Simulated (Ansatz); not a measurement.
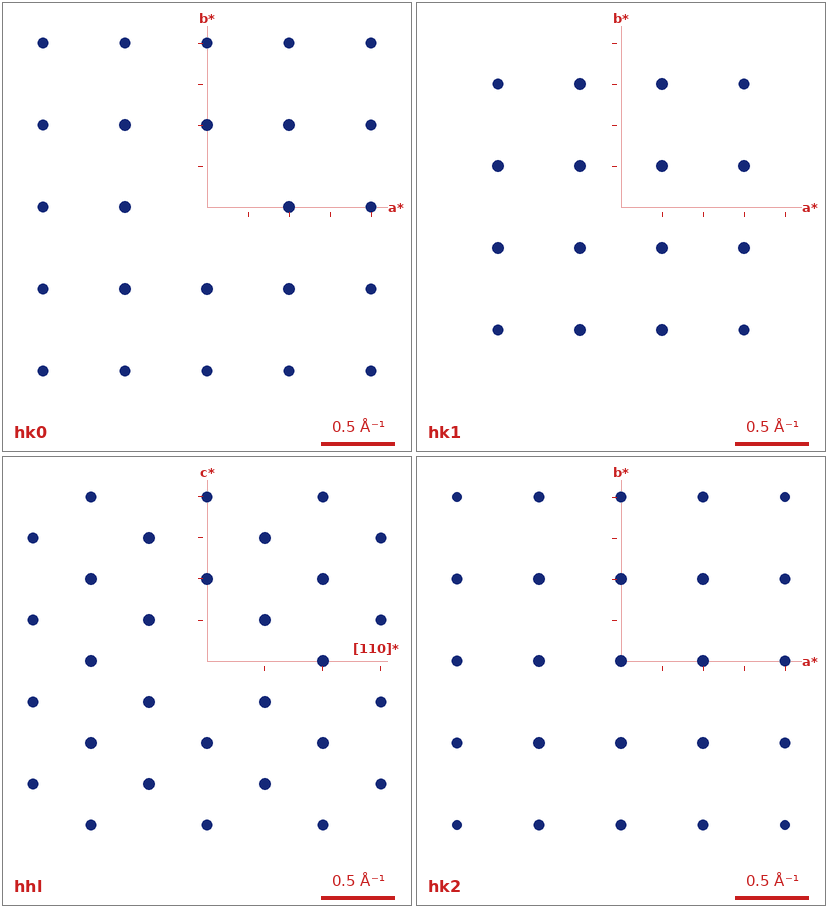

Four undistorted layers of reciprocal space, calculated for a single crystal (neutrons, kinematic |F|², B = 0.5 Å²). Tick marks count the reciprocal lattice steps of the conventional cell along each axis.

> What cell do the layers give?

a* = 0.282, b* = 0.282, c* = 0.282 Å⁻¹; the cell is cubic with a = 3.54 Å.

> Which reflection conditions do the layers show?

Reflections are present only under these conditions. hkl: h + k = 2n, h + l = 2n; hk0: h = 2n, k = 2n; hhl: h + l = 2n; h00: h = 2n. The lattice is face-centred (F).

> Which space groups fit?

The intensities have Laue symmetry m-3m (the hk0 layer shows 4mm, hk1 shows 4mm). With these conditions the candidates are F432 (No. 209), F-43m (No. 216), Fm-3m (No. 225). Diffraction geometry alone does not choose among them; the structure has Fm-3m. The compound is Co. Structure: the input geometry of an electronic-structure calculation (not necessarily at equilibrium); the starting structure was generated, so it need not be a known form of this composition.
